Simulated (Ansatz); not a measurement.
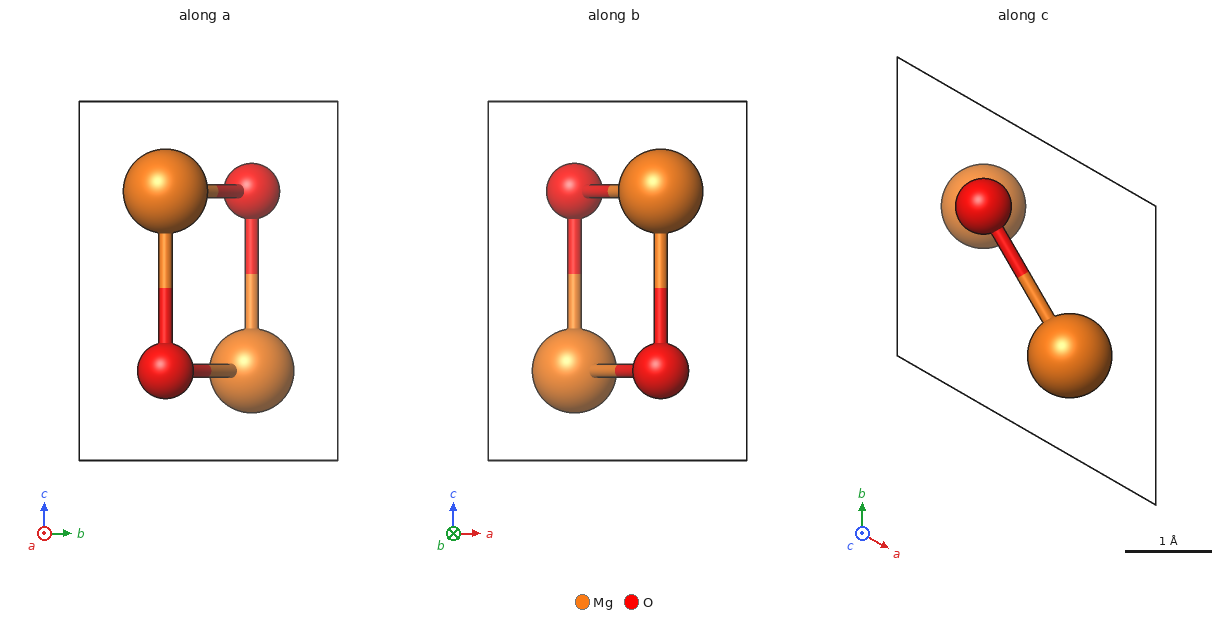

Ball-and-stick representation of a periodic structure, projected along the a axis, along the b axis and along the c axis. The conventional unit cell is drawn as a box.

Lattice parameters: a = 3.477 Å, b = 3.477 Å, c = 4.178 Å, α = 90.00°, β = 90.00°, γ = 120.00°.

> Give the atomic positions as a table of Wyckoff sites.

Space group P6_3/mmc (No. 194).
| atom | site | x | y | z |
| --- | --- | --- | --- | --- |
| Mg | 2c | 0.3333 | 0.6667 | 0.2500 |
| O | 2d | 0.6667 | 0.3333 | 0.2500 |

The cell started as a structure type filled with these elements by a generator (whether the compound takes this form wasn't checked). It was relaxed with Ansatz, DFT, r2SCAN+rVV10, plane waves, PAW.
